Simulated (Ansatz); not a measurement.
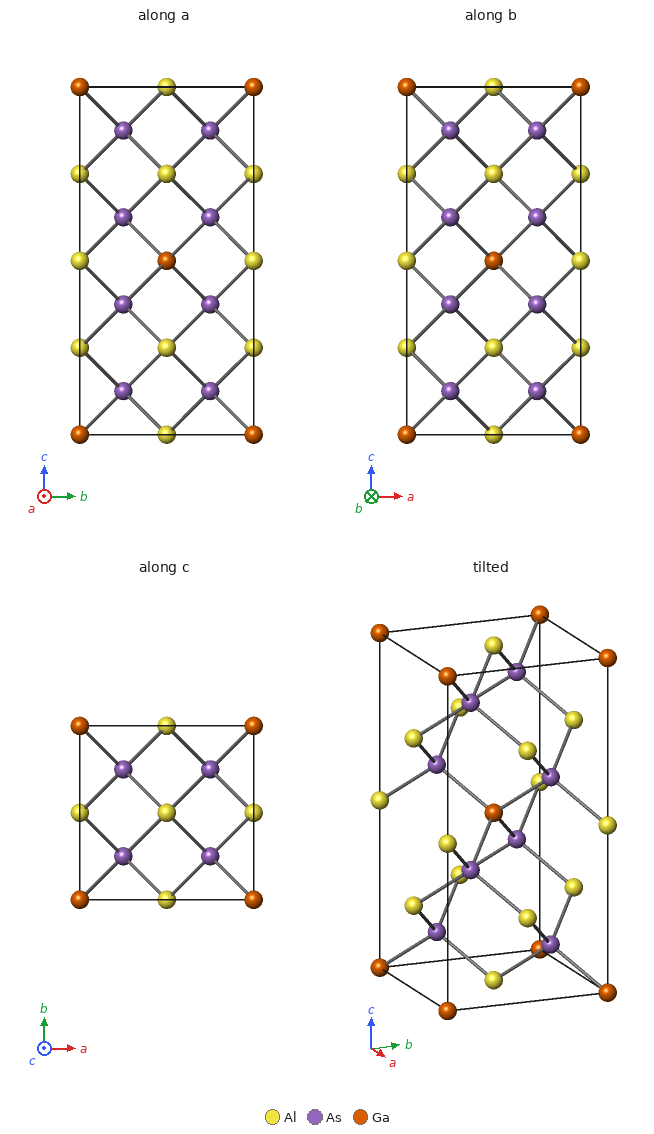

We look at a ball-and-stick model of the crystal along the a axis, along the b axis, along the c axis and slightly off an axis. Lines trace the edges of the conventional unit cell.

Lattice parameters: a = 5.676 Å, b = 5.676 Å, c = 11.352 Å, α = 90.00°, β = 90.00°, γ = 90.00°. Put a along x and b in the xy plane.

Express the structure as a POSCAR file.

Answer.
```
Al As Ga
1.0
     5.676    0.000    0.000
     0.000    5.676    0.000
     0.000    0.000   11.352
Al As Ga
6 8 2
Direct
  0.0000 0.5000 0.2500
  0.5000 0.5000 0.0000
  0.5000 0.0000 0.2500
  0.5000 0.0000 0.7500
  0.0000 0.0000 0.5000
  0.0000 0.5000 0.7500
  0.2499 0.7501 0.3748
  0.7499 0.7499 0.1252
  0.7501 0.2499 0.3748
  0.2501 0.2501 0.1252
  0.7499 0.2501 0.8748
  0.2499 0.2499 0.6252
  0.2501 0.7499 0.8748
  0.7501 0.7501 0.6252
  0.0000 0.0000 0.0000
  0.5000 0.5000 0.5000
```

Starting structure: a structure type filled with these elements by a generator (whether the compound takes this form wasn't checked). The picture shows the end point of a geometry optimisation with DFT, r2SCAN, plane waves, PAW in Ansatz 0.2.0.
